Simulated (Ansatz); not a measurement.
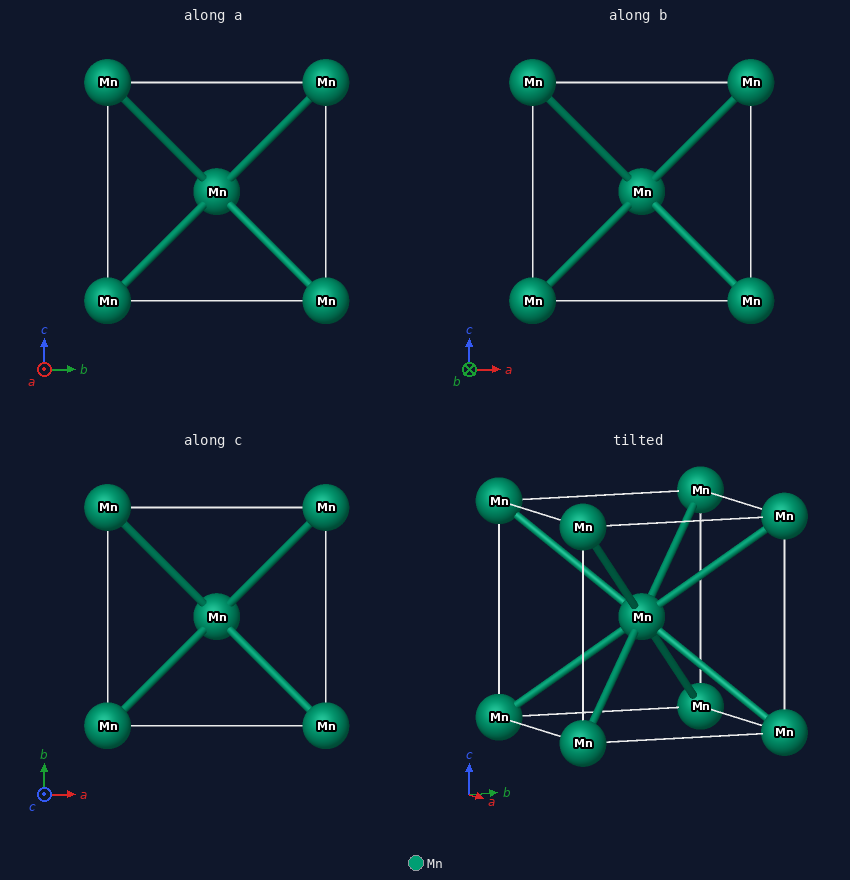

Ball-and-stick drawing of the structure, looking along the a axis, along the b axis, along the c axis and slightly off an axis. One conventional unit cell is outlined, and atoms on its boundary appear in each equivalent place.

Lattice parameters: a = 3.027 Å, b = 3.027 Å, c = 3.027 Å, α = 90.00°, β = 90.00°, γ = 90.00°.

Convert the drawing into a table of Wyckoff sites.

Space group Im-3m (No. 229).
| atom | site | x | y | z |
| --- | --- | --- | --- | --- |
| Mn | 2a | 0.0000 | 0.0000 | 0.0000 |

Provenance: a structure type filled with this element by a generator (whether the element takes this form wasn't checked). Earlier steps of the study may have refined or changed the cell and positions. It was the input of a calculation with Ansatz.

At this level of theory the cell isn't at rest (stretched, at -12 GPa), so its distances can differ from those at equilibrium, the more so the softer the solid.
